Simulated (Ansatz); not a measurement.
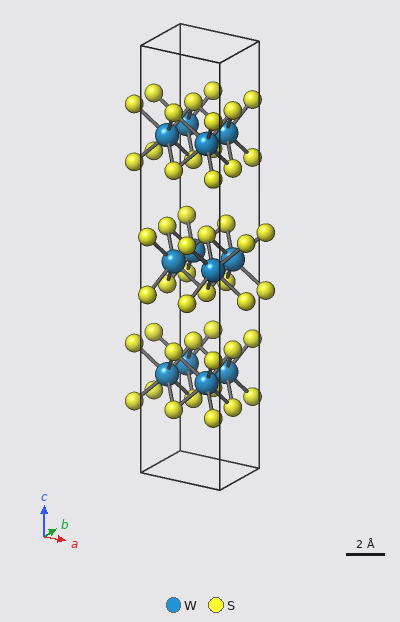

**Figure 1.** The input geometry (ball-and-stick view of the 2 × 2 repeat of the cell, with the vacuum cut short, seen slightly off an axis; bonded neighbours outside the cell are drawn too). An atom can appear more than once, as a periodic image. Near neighbours in the periodic cell (some may lie outside the picture): W has 6 S at 2.41 Å; S has 3 W at 2.41 Å.

Geometry relaxation of WS2 (part 1 of 3)

System: WS2 (9 atoms in the cell).
Method: DFT PBE+D3(BJ), scalar-relativistic, plane waves, PAW, no spin polarisation (Ansatz 0.2.0).

The structure derives from a Materials Project entry. It belongs to a series of runs on one base structure; here: dispersion relaxed: D3(BJ).

## Input file
```yaml
crystal:
  lattice:
    - [3.1829541699, 0.0, 0.0]
    - [-1.591477085, 2.7565191702, 0.0]
    - [0.0, 0.0, 28.53221786]
  atoms:
    - { symbol: W, position: [0.6666666667, 0.3333333333, 0.65928643] }
    - { symbol: W, position: [0.3333333333, 0.6666666667, 0.88553378] }
    - { symbol: W, position: [0.3333333333, 0.6666666667, 0.43436168] }
    - { symbol: S, position: [0.6666666667, 0.3333333333, 0.94018573] }
    - { symbol: S, position: [0.6666666667, 0.3333333333, 0.48903042] }
    - { symbol: S, position: [0.3333333333, 0.6666666667, 0.71395221] }
    - { symbol: S, position: [0.6666666667, 0.3333333333, 0.83084828] }
    - { symbol: S, position: [0.6666666667, 0.3333333333, 0.37971025] }
    - { symbol: S, position: [0.3333333333, 0.6666666667, 0.60462521] }
basis:
  ecutwfc: 420
kpoints:
  mp_grid: { grid: [12, 12, 1] }
hamiltonian:
  xc: pbe
  dispersion: d3bj
scf:
  occupations: { method: gaussian, width: 0.02 }
output:
  forces: true
  stress: true
  eigenvalues: true
  write_density: true
  write_potential: true
  elf: true
  volumetric_format: npy
relax:
  adjacent_minimum: "off"
  f_tol: 0.01
  max_steps: 60
  cell: { stress_tol: 0.05 }
```

Hardware: 2 threads of AMD EPYC (Zen 3), 189 GiB of memory available, shared host.

Launched with:
```bash
ansatz run input.yaml --threads 2 --pin off --max-ram 5120MiB --backend cpu --events-out ev --progress --plain --runs-dir out
```

## Output
```
Engine: ansatz 0.2.0, x86_64-unknown-linux-gnu
Pseudopotentials: kind: paw
Pseudopotential: W, paw, valence charge 14, recommended cutoff 420 eV (normal), W.paw.azcp
Pseudopotential: S, paw, valence charge 6, recommended cutoff 420 eV (normal), S.paw.azcp
Functional definition: PBE
  parameter kappa = 0.804
  parameter beta = 0.06672455060314922
  exchange = pbe_x(kappa = kappa, mu = beta*pi^2/3)
  correlation = pbe_c(beta = beta)
Crystal: 9 atoms, lattice volume = 250.338 Å³
Basis set: ecut = 420 eV, 4931 PW (Γ), exchange–correlation on 48×48×384 points (8 copies of the dense FFT grid, shifted against one another)
Bands: 48, of which v1, the nominal top of the filled ones, is band 39 counted from 1 (38 counted from 0)
Symmetry: 6 space group operations
Space group: P3m1 (ITA 156), of the structure as read, at distance tolerance 6.3e-5 Å
k-points: 19 of 144 (time reversal used)
Non-local potential: W, projectors of the file, l = 0: 3, l = 1: 2, l = 2: 2, l = 3: 1
Non-local potential: S, projectors of the file, l = 0: 2, l = 1: 2, l = 2: 2
PAW form: soft (Blöchl's): semilocal exchange-correlation on the pseudo side does not see the compensation charge
PAW one-centre angular grid: W, 590 points (default); XC on 64 Gauss nodes
PAW one-centre angular grid: S, 110 points (default); XC on 64 Gauss nodes
Initial density: superposition of atomic densities (neutral atoms: chi_scale 0, normalization atom), corrected by the library's trained network
Initial wavefunctions: pseudopotential atomic-orbital guess
Functional: x = pbe(κ = 0.804, μ = 0.2195149727645171), c = pbe(β = 0.06672455060314922)
SCF iter   1: F=—  HF=-36577.577115 eV  |F-HF|=—  |Δ(HF+E_count)|=         —  Δρ=4.45e-3  dr2=7.56e-2  ethr=1.77e-3  ⟨swp⟩=8.5  Hψ=4432  notcnv=0
preconditioner: auto → Resta (q_TF=auto, 2.246 Å⁻¹)  ε∞=5.3  [insulator: Δε(μ)=1.230 eV  Ē_g=8.346 eV  σ=0.020 eV  W_gap=1.00  n_scr=20 (ndim 8)  ℏωp=17.2 eV  f_vac=0.334  D(μ)=0.00/eV (n_scr^D=0)  ε∞_Penn≈5.3  vacuum switching on, ρ_ref=5.1e-3 e/Å³]
SCF iter   2: F=—  HF=-36577.580088 eV  |F-HF|=—  |Δ(HF+E_count)|=   2.97e-3  Δρ=2.32e-3  dr2=7.99e-3  ethr=9.69e-5  ⟨swp⟩=3.1  Hψ=1658  notcnv=0  defer=46
SCF iter   3: F=—  HF=-36577.584523 eV  |F-HF|=—  |Δ(HF+E_count)|=   4.44e-3  Δρ=1.30e-3  dr2=1.81e-3  ethr=1.02e-5  ⟨swp⟩=2.4  Hψ=1397  notcnv=0  defer=46
SCF iter   4: F=—  HF=-36577.586932 eV  |F-HF|=—  |Δ(HF+E_count)|=   2.41e-3  Δρ=5.33e-4  dr2=4.86e-4  ethr=2.33e-6  ⟨swp⟩=2.3  Hψ=1429  notcnv=0  defer=46
SCF iter   5: F=—  HF=-36577.587332 eV  |F-HF|=—  |Δ(HF+E_count)|=   4.00e-4  Δρ=1.15e-4  dr2=4.24e-5  ethr=6.23e-7  ⟨swp⟩=2.0  Hψ=1291  notcnv=0  defer=46
SCF iter   6: F=—  HF=-36577.587370 eV  |F-HF|=—  |Δ(HF+E_count)|=   3.88e-5  Δρ=2.29e-5  dr2=5.27e-6  ethr=5.43e-8  ⟨swp⟩=2.4  Hψ=1587  notcnv=0  defer=46
SCF iter   7: F=—  HF=-36577.587369 eV  |F-HF|=—  |Δ(HF+E_count)|=   9.31e-7  Δρ=8.84e-6  dr2=5.01e-7  ethr=6.76e-9  ⟨swp⟩=2.3  Hψ=1393  notcnv=0  defer=46
SCF iter   8: F=-36577.587369 eV  HF=-36577.587369 eV  |F-HF|=3.87e-8  |Δ(HF+E_count)|=   8.40e-9  Δρ=2.73e-6  dr2=5.00e-8  ethr=1.28e-10  ⟨swp⟩=18.6  Hψ=8460  notcnv=0
SCF 1 converged in 8 iterations: F = -36577.587369 eV  dr2 = 5.00e-8
  greatest PAW one-centre occupation: 1.000 electrons in one spin orbital (limit 2), on the W atom at site 1 (counted from 0), in its partial waves of l = 0
relax step   1: F+E_penalty+E_count = -36577.58736941 eV  Δ(F+E_penalty+E_count) = +0.000e0 eV  max|allowed force component| = 2.152e-1 eV/Å  Δτ_max = 0.0000 Å  P = -0.829 GPa  Ω = 250.338 Å³  (8 SCF iters, dr2 threshold 1.00e-7 eV, accepted)
Crystal: 9 atoms, lattice volume = 232.952 Å³
Basis set: ecut = 420 eV, 4509 PW (Γ), exchange–correlation on 48×48×384 points (8 copies of the dense FFT grid, shifted against one another)
Initial density: handed on by an earlier stage of this run
Initial wavefunctions: those handed on with the density
iter 1 solved again at ethr=2.09e-4 eV; its pass at ethr=3.10e-3 eV (dr2=1.63e-1 eV) is discarded
SCF iter   1: F=—  HF=-36577.611403 eV  |F-HF|=—  |Δ(HF+E_count)|=         —  Δρ=9.07e-3  dr2=1.65e-1  ethr=2.09e-4  ⟨swp⟩=2.7  Hψ=5325  notcnv=0
preconditioner: auto → Resta (q_TF=auto, 2.274 Å⁻¹)  ε∞=5.4  [insulator: Δε(μ)=1.214 eV  Ē_g=8.496 eV  σ=0.020 eV  W_gap=1.00  n_scr=20 (ndim 8)  ℏωp=17.9 eV  f_vac=0.329  D(μ)=0.00/eV (n_scr^D=0)  ε∞_Penn≈5.4  vacuum switching on, ρ_ref=5.2e-3 e/Å³]
SCF iter   2: F=—  HF=-36577.588776 eV  |F-HF|=—  |Δ(HF+E_count)|=   2.26e-2  Δρ=4.75e-3  dr2=3.99e-2  ethr=2.09e-4  ⟨swp⟩=3.2  Hψ=1417  notcnv=0  defer=4
SCF iter   3: F=—  HF=-36577.584523 eV  |F-HF|=—  |Δ(HF+E_count)|=   4.25e-3  Δρ=1.91e-3  dr2=1.33e-2  ethr=5.12e-5  ⟨swp⟩=3.7  Hψ=1712  notcnv=0  defer=2
SCF iter   4: F=—  HF=-36577.583849 eV  |F-HF|=—  |Δ(HF+E_count)|=   6.74e-4  Δρ=3.29e-4  dr2=4.45e-4  ethr=1.70e-5  ⟨swp⟩=2.8  Hψ=1366  notcnv=0  defer=3
SCF iter   5: F=—  HF=-36577.583974 eV  |F-HF|=—  |Δ(HF+E_count)|=   1.25e-4  Δρ=2.15e-4  dr2=2.48e-4  ethr=5.71e-7  ⟨swp⟩=2.7  Hψ=1694  notcnv=0
SCF iter   6: F=—  HF=-36577.583950 eV  |F-HF|=—  |Δ(HF+E_count)|=   2.42e-5  Δρ=6.57e-5  dr2=3.26e-5  ethr=3.17e-7  ⟨swp⟩=2.1  Hψ=1237  notcnv=0
SCF iter   7: F=—  HF=-36577.583957 eV  |F-HF|=—  |Δ(HF+E_count)|=   6.58e-6  Δρ=2.66e-5  dr2=3.02e-6  ethr=4.18e-8  ⟨swp⟩=2.0  Hψ=1368  notcnv=0
SCF iter   8: F=-36577.583957 eV  HF=-36577.583957 eV  |F-HF|=3.70e-8  |Δ(HF+E_count)|=   1.18e-8  Δρ=5.09e-6  dr2=1.30e-7  ethr=1.15e-9  ⟨swp⟩=16.8  Hψ=8982  notcnv=0
SCF 2 converged in 8 iterations: F = -36577.583957 eV  dr2 = 1.30e-7
relax step   2: F+E_penalty+E_count = -36577.58395659 eV  Δ(F+E_penalty+E_count) = +3.413e-3 eV  max|allowed force component| = 3.555e-1 eV/Å  Δτ_max = 0.1926 Å  P = +0.817 GPa  Ω = 232.952 Å³  energy of the carried Pulay correction = +2.024e-3 eV  (8 SCF iters, dr2 threshold 9.00e-7 eV, rejected (line search))
[... from here on the SCF iterations and repeated set-up lines of each step are left out, up to the last step ...]
SCF 3 converged in 12 iterations: F = -36577.651956 eV  dr2 = 3.10e-11
relax step   3: F+E_penalty+E_count = -36577.65195575 eV  Δ(F+E_penalty+E_count) = -6.459e-2 eV  max|allowed force component| = 3.403e-2 eV/Å  Δτ_max = 0.0936 Å  P = -0.360 GPa  Ω = 241.802 Å³  energy of the carried Pulay correction = +9.760e-4 eV  (12 SCF iters, accepted)
SCF 4 converged in 8 iterations: F = -36577.669589 eV  dr2 = 2.93e-8
relax step   4: F+E_penalty+E_count = -36577.66958867 eV  Δ(F+E_penalty+E_count) = -1.763e-2 eV  max|allowed force component| = 1.171e-1 eV/Å  Δτ_max = 0.0724 Å  P = +0.371 GPa  Ω = 235.144 Å³  energy of the carried Pulay correction = +1.761e-3 eV  (8 SCF iters, dr2 threshold 9.00e-7 eV, accepted)
SCF 5 converged in 6 iterations: F = -36577.671073 eV  dr2 = 1.50e-7
relax step   5: F+E_penalty+E_count = -36577.67107272 eV  Δ(F+E_penalty+E_count) = -1.484e-3 eV  max|allowed force component| = 1.753e-3 eV/Å  Δτ_max = 0.0148 Å  P = +0.005 GPa  Ω = 234.837 Å³  energy of the carried Pulay correction = +1.798e-3 eV  (6 SCF iters, dr2 threshold 8.57e-7 eV, accepted)
SCF 6 converged in 10 iterations: F = -36577.671165 eV  dr2 = 3.75e-11
relax step   6: F+E_penalty+E_count = -36577.67116545 eV  Δ(F+E_penalty+E_count) = -9.273e-5 eV  max|allowed force component| = 3.666e-3 eV/Å  Δτ_max = 0.0106 Å  P = -0.002 GPa  Ω = 234.541 Å³  energy of the carried Pulay correction = +1.833e-3 eV  (10 SCF iters, accepted)
SCF 7 converged in 12 iterations: F = -36577.672756 eV  dr2 = 2.29e-11
relax step   7: F+E_penalty+E_count = -36577.67275631 eV  Δ(F+E_penalty+E_count) = -1.591e-3 eV  max|allowed force component| = 3.212e-2 eV/Å  Δτ_max = 0.1930 Å  P = +0.002 GPa  Ω = 229.008 Å³  energy of the carried Pulay correction = +2.504e-3 eV  (12 SCF iters, accepted)
SCF 8 converged in 9 iterations: F = -36577.674124 eV  dr2 = 3.22e-8
relax step   8: F+E_penalty+E_count = -36577.67412403 eV  Δ(F+E_penalty+E_count) = -1.368e-3 eV  max|allowed force component| = 3.917e-2 eV/Å  Δτ_max = 0.1971 Å  P = +0.125 GPa  Ω = 223.811 Å³  energy of the carried Pulay correction = +3.148e-3 eV  (9 SCF iters, dr2 threshold 6.45e-8 eV, accepted)
SCF 9 converged in 9 iterations: F = -36577.676637 eV  dr2 = 2.62e-8
relax step   9: F+E_penalty+E_count = -36577.67663708 eV  Δ(F+E_penalty+E_count) = -2.513e-3 eV  max|allowed force component| = 5.742e-2 eV/Å  Δτ_max = 0.1916 Å  P = +0.188 GPa  Ω = 219.396 Å³  energy of the carried Pulay correction = +3.707e-3 eV  (9 SCF iters, dr2 threshold 9.59e-8 eV, accepted)
SCF 10 converged in 8 iterations: F = -36577.678442 eV  dr2 = 9.02e-8
relax step  10: F+E_penalty+E_count = -36577.67844164 eV  Δ(F+E_penalty+E_count) = -1.805e-3 eV  max|allowed force component| = 9.531e-2 eV/Å  Δτ_max = 0.1950 Å  P = +0.316 GPa  Ω = 214.494 Å³  energy of the carried Pulay correction = +4.340e-3 eV  (8 SCF iters, dr2 threshold 3.12e-7 eV, accepted)
SCF 11 converged in 7 iterations: F = -36577.679762 eV  dr2 = 8.70e-7
relax step  11: F+E_penalty+E_count = -36577.67976180 eV  Δ(F+E_penalty+E_count) = -1.320e-3 eV  max|allowed force component| = 1.213e-1 eV/Å  Δτ_max = 0.1914 Å  P = -0.644 GPa  Ω = 210.783 Å³  energy of the carried Pulay correction = +4.828e-3 eV  (7 SCF iters, dr2 threshold 9.00e-7 eV, accepted)
SCF 12 converged in 8 iterations: F = -36577.684763 eV  dr2 = 7.87e-8
relax step  12: F+E_penalty+E_count = -36577.68476333 eV  Δ(F+E_penalty+E_count) = -5.002e-3 eV  max|allowed force component| = 1.157e-2 eV/Å  Δτ_max = 0.1918 Å  P = +0.323 GPa  Ω = 204.770 Å³  energy of the carried Pulay correction = +5.635e-3 eV  (8 SCF iters, dr2 threshold 9.00e-7 eV, accepted)
SCF 13 converged in 8 iterations: F = -36577.688953 eV  dr2 = 5.32e-8
relax step  13: F+E_penalty+E_count = -36577.68895338 eV  Δ(F+E_penalty+E_count) = -4.190e-3 eV  max|allowed force component| = 9.040e-2 eV/Å  Δτ_max = 0.1941 Å  P = +0.203 GPa  Ω = 201.825 Å³  energy of the carried Pulay correction = +6.039e-3 eV  (8 SCF iters, dr2 threshold 5.61e-7 eV, accepted)
SCF 14 converged in 7 iterations: F = -36577.694307 eV  dr2 = 4.89e-7
relax step  14: F+E_penalty+E_count = -36577.69430675 eV  Δ(F+E_penalty+E_count) = -5.353e-3 eV  max|allowed force component| = 8.245e-2 eV/Å  Δτ_max = 0.1923 Å  P = +0.304 GPa  Ω = 197.103 Å³  energy of the carried Pulay correction = +6.697e-3 eV  (7 SCF iters, dr2 threshold 6.46e-7 eV, accepted)
SCF 15 converged in 7 iterations: F = -36577.698975 eV  dr2 = 4.59e-7
relax step  15: F+E_penalty+E_count = -36577.69897456 eV  Δ(F+E_penalty+E_count) = -4.668e-3 eV  max|allowed force component| = 4.574e-2 eV/Å  Δτ_max = 0.1951 Å  P = -0.151 GPa  Ω = 194.674 Å³  energy of the carried Pulay correction = +7.041e-3 eV  (7 SCF iters, dr2 threshold 7.02e-7 eV, accepted)
SCF 16 converged in 8 iterations: F = -36577.707141 eV  dr2 = 5.60e-8
relax step  16: F+E_penalty+E_count = -36577.70714076 eV  Δ(F+E_penalty+E_count) = -8.166e-3 eV  max|allowed force component| = 5.858e-2 eV/Å  Δτ_max = 0.1916 Å  P = +0.168 GPa  Ω = 189.821 Å³  energy of the carried Pulay correction = +7.739e-3 eV  (8 SCF iters, dr2 threshold 3.82e-7 eV, accepted)
SCF 17 converged in 8 iterations: F = -36577.716315 eV  dr2 = 4.45e-8
relax step  17: F+E_penalty+E_count = -36577.71631492 eV  Δ(F+E_penalty+E_count) = -9.174e-3 eV  max|allowed force component| = 5.215e-2 eV/Å  Δτ_max = 0.1978 Å  P = +0.134 GPa  Ω = 186.393 Å³  energy of the carried Pulay correction = +8.242e-3 eV  (8 SCF iters, dr2 threshold 2.16e-7 eV, accepted)
SCF 18 converged in 9 iterations: F = -36577.727345 eV  dr2 = 5.75e-8
relax step  18: F+E_penalty+E_count = -36577.72734493 eV  Δ(F+E_penalty+E_count) = -1.103e-2 eV  max|allowed force component| = 8.909e-2 eV/Å  Δτ_max = 0.1955 Å  P = +0.276 GPa  Ω = 182.432 Å³  energy of the carried Pulay correction = +8.833e-3 eV  (9 SCF iters, dr2 threshold 1.70e-7 eV, accepted)
SCF 19 converged in 8 iterations: F = -36577.741461 eV  dr2 = 2.11e-7
relax step  19: F+E_penalty+E_count = -36577.74146062 eV  Δ(F+E_penalty+E_count) = -1.412e-2 eV  max|allowed force component| = 7.370e-2 eV/Å  Δτ_max = 0.1954 Å  P = +0.160 GPa  Ω = 179.426 Å³  energy of the carried Pulay correction = +9.289e-3 eV  (8 SCF iters, dr2 threshold 6.19e-7 eV, accepted)
SCF 20 converged in 8 iterations: F = -36577.758429 eV  dr2 = 1.08e-7
relax step  20: F+E_penalty+E_count = -36577.75842949 eV  Δ(F+E_penalty+E_count) = -1.697e-2 eV  max|allowed force component| = 1.506e-1 eV/Å  Δτ_max = 0.1943 Å  P = +0.397 GPa  Ω = 175.393 Å³  energy of the carried Pulay correction = +9.911e-3 eV  (8 SCF iters, dr2 threshold 3.39e-7 eV, accepted)
SCF 21 converged in 8 iterations: F = -36577.780953 eV  dr2 = 1.70e-7
relax step  21: F+E_penalty+E_count = -36577.78095278 eV  Δ(F+E_penalty+E_count) = -2.252e-2 eV  max|allowed force component| = 8.418e-2 eV/Å  Δτ_max = 0.1942 Å  P = -0.018 GPa  Ω = 172.938 Å³  energy of the carried Pulay correction = +1.029e-2 eV  (8 SCF iters, dr2 threshold 9.00e-7 eV, accepted)
SCF 22 converged in 8 iterations: F = -36577.800542 eV  dr2 = 3.01e-7
relax step  22: F+E_penalty+E_count = -36577.80054242 eV  Δ(F+E_penalty+E_count) = -1.959e-2 eV  max|allowed force component| = 4.324e-1 eV/Å  Δτ_max = 0.1944 Å  P = +0.768 GPa  Ω = 168.387 Å³  energy of the carried Pulay correction = +1.102e-2 eV  (8 SCF iters, dr2 threshold 4.43e-7 eV, accepted)
SCF 23 converged in 7 iterations: F = -36577.833309 eV  dr2 = 4.82e-7
relax step  23: F+E_penalty+E_count = -36577.83330881 eV  Δ(F+E_penalty+E_count) = -3.277e-2 eV  max|allowed force component| = 2.116e-1 eV/Å  Δτ_max = 0.1957 Å  P = -0.352 GPa  Ω = 166.794 Å³  energy of the carried Pulay correction = +1.128e-2 eV  (7 SCF iters, dr2 threshold 9.00e-7 eV, accepted)
SCF 24 converged in 7 iterations: F = -36577.864176 eV  dr2 = 4.46e-7
relax step  24: F+E_penalty+E_count = -36577.86417648 eV  Δ(F+E_penalty+E_count) = -3.087e-2 eV  max|allowed force component| = 8.657e-2 eV/Å  Δτ_max = 0.1939 Å  P = +0.168 GPa  Ω = 163.995 Å³  energy of the carried Pulay correction = +1.173e-2 eV  (7 SCF iters, dr2 threshold 9.00e-7 eV, accepted)
SCF 25 converged in 7 iterations: F = -36577.882606 eV  dr2 = 3.36e-7
relax step  25: F+E_penalty+E_count = -36577.88260551 eV  Δ(F+E_penalty+E_count) = -1.843e-2 eV  max|allowed force component| = 8.771e-2 eV/Å  Δτ_max = 0.1921 Å  P = +0.015 GPa  Ω = 161.622 Å³  energy of the carried Pulay correction = +1.212e-2 eV  (7 SCF iters, dr2 threshold 4.68e-7 eV, accepted)
SCF 26 converged in 7 iterations: F = -36577.813291 eV  dr2 = 2.95e-7
relax step  26: F+E_penalty+E_count = -36577.81329124 eV  Δ(F+E_penalty+E_count) = +6.931e-2 eV  max|allowed force component| = 7.289e-1 eV/Å  Δτ_max = 0.1967 Å  P = +0.277 GPa  Ω = 158.898 Å³  energy of the carried Pulay correction = +1.258e-2 eV  (7 SCF iters, dr2 threshold 4.81e-7 eV, rejected (line search))
SCF 27 converged in 13 iterations: F = -36577.884264 eV  dr2 = 8.85e-12
relax step  27: F+E_penalty+E_count = -36577.88426376 eV  Δ(F+E_penalty+E_count) = -1.658e-3 eV  max|allowed force component| = 6.338e-3 eV/Å  Δτ_max = 0.0400 Å  P = +0.001 GPa  Ω = 162.104 Å³  energy of the carried Pulay correction = +1.204e-2 eV  (13 SCF iters, accepted)
SCF 28 converged in 10 iterations: F = -36577.884375 eV  dr2 = 1.05e-11
relax step  28: F+E_penalty+E_count = -36577.88437498 eV  Δ(F+E_penalty+E_count) = -1.112e-4 eV  max|allowed force component| = 1.253e-2 eV/Å  Δτ_max = 0.0211 Å  P = +0.016 GPa  Ω = 161.990 Å³  energy of the carried Pulay correction = +1.206e-2 eV  (10 SCF iters, accepted)
SCF 29 converged in 7 iterations: F = -36577.884381 eV  dr2 = 4.75e-10
relax step  29: F+E_penalty+E_count = -36577.88438079 eV  Δ(F+E_penalty+E_count) = -5.816e-6 eV  max|allowed force component| = 4.295e-3 eV/Å  Δτ_max = 0.0075 Å  P = -0.010 GPa  Ω = 162.130 Å³  energy of the carried Pulay correction = +1.204e-2 eV  (7 SCF iters, dr2 threshold 9.81e-9 eV, accepted)
Basis set: ecut = 420 eV, 3147 PW (Γ), exchange–correlation on 48×48×256 points (8 copies of the dense FFT grid, shifted against one another)
Initial wavefunctions: pseudopotential atomic-orbital guess (no wavefunctions were taken with the density)
iter 1 solved again at ethr=2.44e-7 eV; its pass at ethr=3.10e-3 eV (dr2=1.90e-4 eV) is discarded
SCF iter   1: F=—  HF=-36577.880075 eV  |F-HF|=—  |Δ(HF+E_count)|=         —  Δρ=2.71e-4  dr2=1.46e-5  ethr=2.44e-7  ⟨swp⟩=3.9  Hψ=6551  notcnv=0
preconditioner: auto → Resta (q_TF=auto, 2.415 Å⁻¹)  ε∞=7.4  [insulator: Δε(μ)=1.072 eV  Ē_g=8.454 eV  σ=0.020 eV  W_gap=1.00  n_scr=44 (ndim 8)  ℏωp=21.4 eV  f_vac=0.039  D(μ)=0.00/eV (n_scr^D=0)  ε∞_Penn≈7.4]
SCF iter   2: F=—  HF=-36577.880111 eV  |F-HF|=—  |Δ(HF+E_count)|=   3.59e-5  Δρ=1.42e-4  dr2=3.93e-6  ethr=1.87e-8  ⟨swp⟩=2.3  Hψ=1502  notcnv=0
SCF iter   3: F=—  HF=-36577.880110 eV  |F-HF|=—  |Δ(HF+E_count)|=   1.27e-6  Δρ=7.10e-6  dr2=8.31e-8  ethr=5.04e-9  ⟨swp⟩=2.7  Hψ=1652  notcnv=0
SCF iter   4: F=—  HF=-36577.880110 eV  |F-HF|=—  |Δ(HF+E_count)|=   6.08e-9  Δρ=2.88e-6  dr2=1.03e-8  ethr=1.07e-10  ⟨swp⟩=2.1  Hψ=1274  notcnv=0
SCF iter   5: F=—  HF=-36577.880110 eV  |F-HF|=—  |Δ(HF+E_count)|=  8.00e-11  Δρ=7.37e-7  dr2=4.34e-10  ethr=1.32e-11  ⟨swp⟩=2.1  Hψ=1274  notcnv=0
SCF iter   6: F=-36577.880110 eV  HF=-36577.880110 eV  |F-HF|=2.18e-11  |Δ(HF+E_count)|=  4.37e-11  Δρ=1.40e-7  dr2=2.51e-11  ethr=1.00e-12  ⟨swp⟩=7.4  Hψ=4815  notcnv=0
SCF 30 converged in 6 iterations: F = -36577.880110 eV  dr2 = 2.51e-11
relax step  30: F+E_penalty+E_count = -36577.88010973 eV  Δ(F+E_penalty+E_count) = +4.271e-3 eV  max|allowed force component| = 4.715e-3 eV/Å  Δτ_max = 0.0000 Å  P = -0.019 GPa  Ω = 162.130 Å³  stress off target by 3.00e-2 GPa  SCF on the basis re-selected at this cell (its energy is not comparable with the rows above)  (6 SCF iters)
```

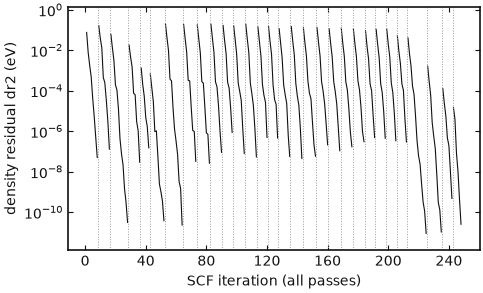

**Figure 2.** Convergence of the self-consistent field: density residual dr2 against the SCF iteration. The dotted lines part the SCF passes of the relaxation: geometry steps, rejected trials and re-solves on a re-selected basis. The 30 passes take 6 to 13 iterations each, 248 in all.
